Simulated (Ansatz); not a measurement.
## A failed many-body run on ScBiO3 (C2/c)

Aim: the G0W0 gap of ScBiO3 (C2/c). The first input has a fault.

Main program and level: Ansatz 0.2.0; G0W0 on LDA, plane waves, PAW; PAW set soft_1.

### Step 1. Starting point

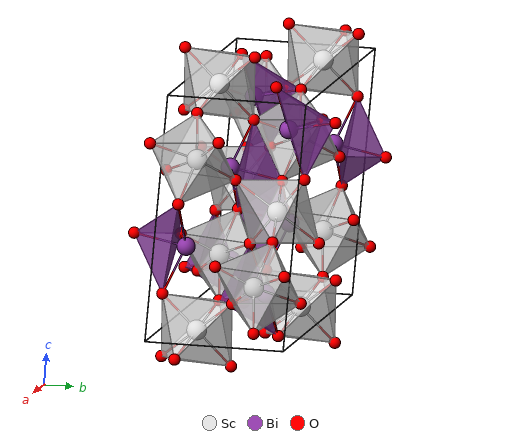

The starting structure, seen slightly off an axis (scandium white, bismuth purple, oxygen red). This picture shows the conventional cell, with its axes. Some periodic images of atoms are drawn too.

The cell is the Materials Project's (PBE, PBE+U or r2SCAN) relaxed one; the ions were relaxed with LDA. Spin-orbit coupling is left out unless a step names it.

### Step 2. First try

input.yaml

```yaml
crystal:
  lattice:
    - [4.990429, -2.946812, 0.0]
    - [4.990429, 2.946812, 0.0]
    - [-3.288007, 0.0, 9.594851]
  atoms:
    - { symbol: Sc, position: [0.5, 0.0, 0.0] }
    - { symbol: Sc, position: [0.7467744295, 0.2532255705, 0.75] }
    - { symbol: Sc, position: [0.0, 0.5, 0.5] }
    - { symbol: Sc, position: [0.2532255705, 0.7467744295, 0.25] }
    - { symbol: Bi, position: [0.3068079702, 0.9668261159, 0.6377382856] }
    - { symbol: Bi, position: [0.9668261159, 0.3068079702, 0.1377382856] }
    - { symbol: Bi, position: [0.6931920298, 0.0331738841, 0.3622617144] }
    - { symbol: Bi, position: [0.0331738841, 0.6931920298, 0.8622617144] }
    - { symbol: O, position: [0.1733092497, 0.1188896856, 0.8377623058] }
    - { symbol: O, position: [0.7310255316, 0.1042719339, 0.9161184122] }
    - { symbol: O, position: [0.6309143319, 0.687847841, 0.3621311594] }
    - { symbol: O, position: [0.8811103144, 0.8266907503, 0.6622376942] }
    - { symbol: O, position: [0.312152159, 0.3690856681, 0.1378688406] }
    - { symbol: O, position: [0.3690856681, 0.312152159, 0.6378688406] }
    - { symbol: O, position: [0.1042719339, 0.7310255316, 0.4161184122] }
    - { symbol: O, position: [0.8957280661, 0.2689744684, 0.5838815878] }
    - { symbol: O, position: [0.8266907503, 0.8811103144, 0.1622376942] }
    - { symbol: O, position: [0.687847841, 0.6309143319, 0.8621311594] }
    - { symbol: O, position: [0.2689744684, 0.8957280661, 0.0838815878] }
    - { symbol: O, position: [0.1188896856, 0.1733092497, 0.3377623058] }
kpoints:
  mp_grid: { grid: [2, 2, 2] }
hamiltonian:
  xc: lda
  pseudopotentials: { kind: paw, azcp: { folder: soft_1 }, xc_functional: pbe }
scf:
  occupations: { method: fixed }
gw:
  n_empty_bands: 4
  ecut_chi: 40
  qp_bands: [v4, c4]
  qp_kpoints: band_edges
  screening: { model: contour_deformation }
```

The run is started by

```sh
ansatz run input.yaml --threads 24 --pin off --max-ram 82944MiB --backend cuda --events-out ev --progress --plain --runs-dir out --devices 1 --max-vram 78GiB
```

Numbers of over 12 decimals in the logs are rounded to 6 here.

The log of the run:

```text
GPUs: using 1 of 1 available (devices: 1).
Engine: ansatz 0.2.0, aarch64-unknown-linux-gnu
Pseudopotentials: kind: paw
Pseudopotential: Sc, paw, valence charge 11, recommended cutoff 420 eV (normal), soft_1/Sc.paw.azcp
Pseudopotential: Bi, paw, valence charge 15, recommended cutoff 420 eV (normal), soft_1/Bi.paw.azcp
Pseudopotential: O, paw, valence charge 6, recommended cutoff 420 eV (normal), soft_1/O.paw.azcp
Functional definition: SPW92
  exchange = slater_x
  correlation = pw_c
[...]
Crystal: 20 atoms, lattice volume = 282.201 Å³
Basis set: ecut = 420 eV, 5505 PW (Γ)
Bands: 108, of which v1, the nominal top of the filled ones, is band 88 counted from 1 (87 counted from 0)
Symmetry: 4 space group operations
Space group: C2/c (ITA 15), of the structure as read, at distance tolerance 6.6e-5 Å
k-points: 6 of 8
Non-local potential: Sc, projectors of the file, l = 0: 3, l = 1: 2, l = 2: 3, l = 3: 1
Non-local potential: Bi, projectors of the file, l = 0: 2, l = 1: 2, l = 2: 2, l = 3: 1
Non-local potential: O, projectors of the file, l = 0: 2, l = 1: 2, l = 2: 1
PAW form: soft (Blöchl's): semilocal exchange-correlation on the pseudo side does not see the compensation charge
PAW frozen core: Sc, regenerated for the run's functional, and the local potential with it (the file was generated under x = pbe(κ = 0.804, μ = 0.219515), c = pbe(β = 0.066725))
PAW frozen core: Bi, regenerated for the run's functional, and the local potential with it (the file was generated under x = pbe(κ = 0.804, μ = 0.219515), c = pbe(β = 0.066725))
PAW frozen core: O, regenerated for the run's functional, and the local potential with it (the file was generated under x = pbe(κ = 0.804, μ = 0.219515), c = pbe(β = 0.066725))
PAW one-centre angular grid: Sc, 590 points (default); XC on 64 Gauss nodes
PAW one-centre angular grid: Bi, 590 points (default); XC on 64 Gauss nodes
PAW one-centre angular grid: O, 110 points (default); XC on 64 Gauss nodes
Initial density: superposition of atomic densities (chi_scale 0.1, normalization cell, long waves kept (reshape's long-wave potential 0.01 eV rms))
Initial wavefunctions: pseudopotential atomic-orbital guess
[...]
Functional: x = slater, c = lda
SCF iter   1: F=—  HF=-63391.736301 eV  |F-HF|=—  |Δ(HF+E_count)|=         —  Δρ=5.23e-2  dr2=1.14e1  ethr=3.10e-3  ⟨swp⟩=4.0  Hψ=2214  notcnv=0  defer=79
preconditioner: auto → Resta (q_TF=auto, 2.522 Å⁻¹)  ε∞=3.9  [insulator: Δε(μ)=2.698 eV  Ē_g=16.770 eV  n_scr=76 (ndim 8)  ℏωp=28.7 eV  f_vac=0.000  ε∞_Penn≈3.9]
SCF iter   2: F=—  HF=-63389.063877 eV  |F-HF|=—  |Δ(HF+E_count)|=    2.67e0  Δρ=2.71e-2  dr2=2.66e0  ethr=3.10e-3  ⟨swp⟩=2.5  Hψ=1289  notcnv=0  defer=99
SCF iter   3: F=—  HF=-63388.561044 eV  |F-HF|=—  |Δ(HF+E_count)|=   5.03e-1  Δρ=1.74e-2  dr2=6.27e-1  ethr=1.51e-3  ⟨swp⟩=3.2  Hψ=904  notcnv=0  defer=101
SCF iter   4: F=—  HF=-63388.425278 eV  |F-HF|=—  |Δ(HF+E_count)|=   1.36e-1  Δρ=4.31e-3  dr2=7.28e-2  ethr=3.56e-4  ⟨swp⟩=2.0  Hψ=985  notcnv=0  defer=101
SCF iter   5: F=—  HF=-63388.412048 eV  |F-HF|=—  |Δ(HF+E_count)|=   1.32e-2  Δρ=1.15e-3  dr2=4.78e-3  ethr=4.14e-5  ⟨swp⟩=2.5  Hψ=819  notcnv=0  defer=108
SCF iter   6: F=—  HF=-63388.413093 eV  |F-HF|=—  |Δ(HF+E_count)|=   1.05e-3  Δρ=1.24e-3  dr2=3.84e-3  ethr=2.72e-6  ⟨swp⟩=2.0  Hψ=868  notcnv=0  defer=108
[...]
SCF iter   9: F=—  HF=-63388.412476 eV  |F-HF|=—  |Δ(HF+E_count)|=   2.37e-6  Δρ=1.29e-5  dr2=6.35e-7  ethr=3.31e-9  ⟨swp⟩=2.0  Hψ=786  notcnv=0  defer=93
SCF iter  10: F=—  HF=-63388.412476 eV  |F-HF|=—  |Δ(HF+E_count)|=   3.53e-9  Δρ=8.13e-6  dr2=1.76e-7  ethr=5.68e-11  ⟨swp⟩=10.3  Hψ=2659  notcnv=0
SCF iter  11: F=-63388.412476 eV  HF=-63388.412476 eV  |F-HF|=4.65e-8  |Δ(HF+E_count)|=   1.74e-8  Δρ=4.70e-6  dr2=5.86e-8  ethr=5.68e-11  ⟨swp⟩=2.7  Hψ=1329  notcnv=0
SCF 1 converged in 11 iterations: F = -63388.412476 eV  dr2 = 5.86e-8
[...]
NSCF: frozen V_eff on 6 k-points
[...]
SCF converged after 11 iterations
[...]
--- G₀W₀: contour deformation, 5 samples at zero and on the imaginary axis and 1 off it, 8 q-points, 4 empty bands' worth ---
  eigenvalues of the whole cell's RPA ε∞ on this k-mesh (on a slab, of 1 + 4πα/V) = 2.6929, 3.0111, 3.4463; static W/v taken at q = 0 is 0.310761
  gw.qp_kpoints: band_edges: 6 of 6 stored k-points solved, in 1 pass; an edge of the gap read off the rows below is read off those points alone
  `?` marks the rows in doubt; gw_qp.tsv's column doubts and the gw_qp event give each row's grounds
    ik  band        ε_KS         Σx   Σc(E_QP)       V_xc       Z   E_QP_lin       E_QP  E_QP is
     0    85      8.1251   -25.0633     3.2053   -20.4973  0.7488     6.6818     6.7644  root
     0    86      8.1402   -25.6025     3.4875   -20.5756  0.7355     6.4813     6.6008  root ?
     0    87      8.1680   -25.2115     3.4538   -20.3444  0.7307     6.6536     6.7547  root ?
     0    88      8.1999   -24.4582     3.0458   -20.1286  0.7539     6.8444     6.9162  root
     0    89     12.0139   -10.5741    -1.8748   -15.3402  0.8490    15.2481    14.9053  root ?
     0    90     12.2775   -10.3942    -1.9102   -15.5889  0.8541    15.8882    15.5620  root ?
     0    91     12.6310   -10.1352    -3.2974   -18.0566  0.8464    18.2720    17.2549  root ?
     0    92     12.7099   -10.1143    -2.9521   -18.3110  0.8550    18.7047    17.9545  root ?
     1    85      8.1294   -25.1283     3.4653   -20.2579  0.7293     6.6236     6.7242  root ?
     1    86      8.1294   -25.1283     3.4653   -20.2579  0.7293     6.6236     6.7242  root ?
     1    87      8.3689   -24.9963     2.9815   -20.7671  0.7588     7.0587     7.1212  root
     1    88      8.3689   -24.9963     2.9815   -20.7671  0.7588     7.0587     7.1212  root
     1    89     12.6980   -10.7724    -2.7665   -17.4958  0.8416    17.3784    16.6549  root ?
     1    90     12.6980   -10.7724    -2.7665   -17.4958  0.8416    17.3784    16.6549  root ?
     1    91     12.8127   -10.5915    -2.7357   -17.6574  0.8492    17.8545    17.1428  root ?
     1    92     12.8127   -10.5915    -2.7357   -17.6574  0.8492    17.8545    17.1428  root ?
     2    85      8.0613   -24.3550     2.9903   -20.2338  0.7521     6.8754     6.9303  root
     2    86      8.1387   -23.8868     2.8398   -20.0105  0.7590     7.0586     7.1023  root
     2    87      8.3665   -24.1283     2.7739   -20.3895  0.7641     7.3666     7.4016  root
     2    88      8.4685   -24.3563     2.8787   -20.4215  0.7598     7.3685     7.4123  root
     2    89     11.9021    -9.7418    -2.1298   -14.7721  0.8409    15.1876    14.8026  root ?
     2    90     12.1528    -9.8237    -2.2467   -15.3586  0.8389    15.8440    15.4410  root ?
[...]
3    86      8.3353   -24.2006     2.8923   -20.2458  0.7580     7.2274     7.2728  root
     3    87      8.3659   -24.4523     2.8719   -20.4796  0.7617     7.2178     7.2651  root
     3    88      8.5148   -24.1378     2.7088   -20.5016  0.7690     7.5565     7.5874  root
[...]
4    86      8.2184   -23.9639     2.7864   -20.2139  0.7635     7.2192     7.2548  root
     4    87      8.2464   -25.3379     3.3792   -20.5313  0.7376     6.7207     6.8190  root
     4    88      8.3497   -24.0924     2.7700   -20.3799  0.7652     7.3743     7.4072  root
[...]
4    92     12.7608   -10.2699    -2.8054   -18.1821  0.8594    18.6090    17.8675  root ?
     5    85      8.0034   -24.2538     3.0841   -20.0638  0.7442     6.8431     6.8975  root
     5    86      8.0034   -24.2538     3.0841   -20.0638  0.7442     6.8431     6.8975  root
     5    87      8.3223   -24.3475     2.8905   -20.3872  0.7599     7.2069     7.2525  root
     5    88      8.3223   -24.3475     2.8905   -20.3872  0.7599     7.2069     7.2525  root
     5    89     11.8457   -10.3852    -1.9028   -14.9312  0.8337    14.7498    14.4888  root ?
     5    90     11.8457   -10.3852    -1.9028   -14.9312  0.8337    14.7498    14.4888  root ?
     5    91     12.3485   -10.2421    -2.2309   -15.9562  0.8477    16.2898    15.8317  root ?
     5    92     12.3485   -10.2421    -2.2309   -15.9562  0.8477    16.2898    15.8317  root ?
```

It took 2.5 s on 1 × NVIDIA GB200 (shared by 2 runs) with 24 threads of Arm Neoverse V2, shared host; peak memory 1.4 GiB.

**What went wrong?**

The run ended normally, though the input holds a fault or crude settings.

The fault: four empty bands in G0W0. The sums over empty states are cut off almost at the gap, so screening and correlation are far from complete.

It printed a gap of 6.28 eV, which is an artefact of the settings.

### Step 3. A better input

G0W0 replaces the xc potential by the self-energy, built once from these orbitals. Only a window of levels is corrected, while the sums run over the empty bands that the input names. This step takes PAW set soft_1 files.

input.yaml: that of step 2 with these lines changed.

```diff
@@ -27,3 +27,3 @@
 kpoints:
-  mp_grid: { grid: [2, 2, 2] }
+  mp_grid: { grid: [4, 4, 2] }
 hamiltonian:
@@ -34,4 +34,4 @@
 gw:
-  n_empty_bands: 4
-  ecut_chi: 40
+  n_empty_bands: 441
+  ecut_chi: 78
   qp_bands: [v4, c4]
```

The log of the run:

```text
GPUs: using 1 of 1 available (devices: 1).
[...]
Crystal: 20 atoms, lattice volume = 282.201 Å³
Basis set: ecut = 420 eV, 5505 PW (Γ)
Bands: 108, of which v1, the nominal top of the filled ones, is band 88 counted from 1 (87 counted from 0)
[... 1 set-up line as in the run before ...]
[...]
k-points: 14 of 32
[...]
SCF iter   1: F=—  HF=-63391.903733 eV  |F-HF|=—  |Δ(HF+E_count)|=         —  Δρ=5.23e-2  dr2=1.13e1  ethr=3.10e-3  ⟨swp⟩=4.0  Hψ=5162  notcnv=0  defer=185
[...]
SCF iter   6: F=—  HF=-63388.594466 eV  |F-HF|=—  |Δ(HF+E_count)|=   1.01e-3  Δρ=1.29e-3  dr2=4.16e-3  ethr=2.79e-6  ⟨swp⟩=2.0  Hψ=2071  notcnv=0  defer=251
[...]
SCF iter   9: F=—  HF=-63388.593809 eV  |F-HF|=—  |Δ(HF+E_count)|=   2.19e-6  Δρ=1.50e-5  dr2=7.56e-7  ethr=3.06e-9  ⟨swp⟩=2.0  Hψ=1876  notcnv=0  defer=210
[...]
NSCF: frozen V_eff on 14 k-points
[...]
SCF converged after 11 iterations
[...]
6    92     12.7414   -10.9556    -4.8134   -17.3514  0.7760    14.3642    14.3237  root
     7    85      8.0792   -24.1243     4.0299   -20.0507  0.7422     8.0355     8.0355  root
     7    86      8.1292   -25.2036     4.7321   -20.4056  0.7293     8.0633     8.0634  root
     7    87      8.2475   -24.5657     4.2330   -20.2965  0.7404     8.2113     8.2113  root
     7    88      8.3018   -24.4491     3.9498   -20.4970  0.7458     8.2995     8.2995  root
     7    89     12.5275   -11.2771    -3.6689   -16.1248  0.7929    13.7236    13.7062  root
     7    90     12.5566   -11.0555    -3.7868   -16.0230  0.7950    13.7553    13.7373  root
     7    91     12.5641   -11.1089    -3.8377   -16.1717  0.7940    13.8081    13.7891  root
[...]
13    89     11.8425   -10.5198    -3.4152   -14.9342  0.8038    12.8522    12.8417  root
    13    90     11.8425   -10.5198    -3.4152   -14.9342  0.8038    12.8522    12.8417  root
    13    91     12.3455   -10.3407    -4.2708   -15.9572  0.7929    13.7153    13.6912  root
    13    92     12.3455   -10.3407    -4.2708   -15.9572  0.7929    13.7153    13.6912  root
```

Elapsed: 18 s, on 1 × NVIDIA GB200 (shared by 2 runs) with 24 threads; peak memory 2.6 GiB; 59 s of CPU time.

Numbers from this step:

```
bands summed                                 : 529
RPA ε∞ on this mesh (eigenvalues)            : 5.246, 5.607, 5.844
plane waves in the screening matrix          : 441
q-points in the mesh                         : 32
G0W0 gap on the mesh                         : 3.751 eV
k of the valence top                         : 0, -0.5, -0.5
k of the conduction bottom                   : -0.5, -0.5, 0
starting gap on the mesh                     : 2.832 eV
Z at the valence top                         : 0.7514
Z at the conduction bottom                   : 0.8069
least direct G0W0 gap on the computed points : 3.947 eV
```

The gap on the mesh goes from 2.83 eV to 3.75 eV, a correction of +0.92 eV. Between the two edge states, bare exchange in place of the xc potential would open the gap by 7.77 eV, and correlation takes back 6.85 eV.

### Step 4. What came out

```yaml
first_try: converged after 2.5 s
better_run: G0W0 gap on the mesh 3.75 eV (4×4×2 mesh, 441 empty bands, screening to 78 eV, PAW set soft_1 files)
```

The second run differs in: mesh, empty bands and screening cutoff (eV). Bands and cutoff are finite, so the gap is not at the basis limit. The miss can reach some tenths of an eV and take either sign; the mesh is an error of its own. Where an edge is built on 6p states of lead, bismuth or thallium, scalar-relativistic gaps usually stand too wide, by a few tenths to over one eV. The many-body steps are scalar-relativistic: spin-orbit coupling is not in them.

[Paths, hosts, dates, memory and timing lines, banners, echoed tables and standing remarks are left out of the program output.]

[Logs are printed without paths, hosts, clocks, repeated set-up lines and the standing remarks that a program may print on its own settings, such as how far it seeks lower states.]

[Runs of the session that timed out or met a known fault of the program may be left out.]

[Cells called generated may have been cut or substituted from an entry of the Crystallography Open Database or the Materials Project.]

[No measured gap is set beside runs whose start may be inverted or whose files or cutoffs have a known fault.]

[Hosts, paths, dates, database ids (printed as entryN), source tags and the programs' standing remarks are cut or masked in the printed files.]
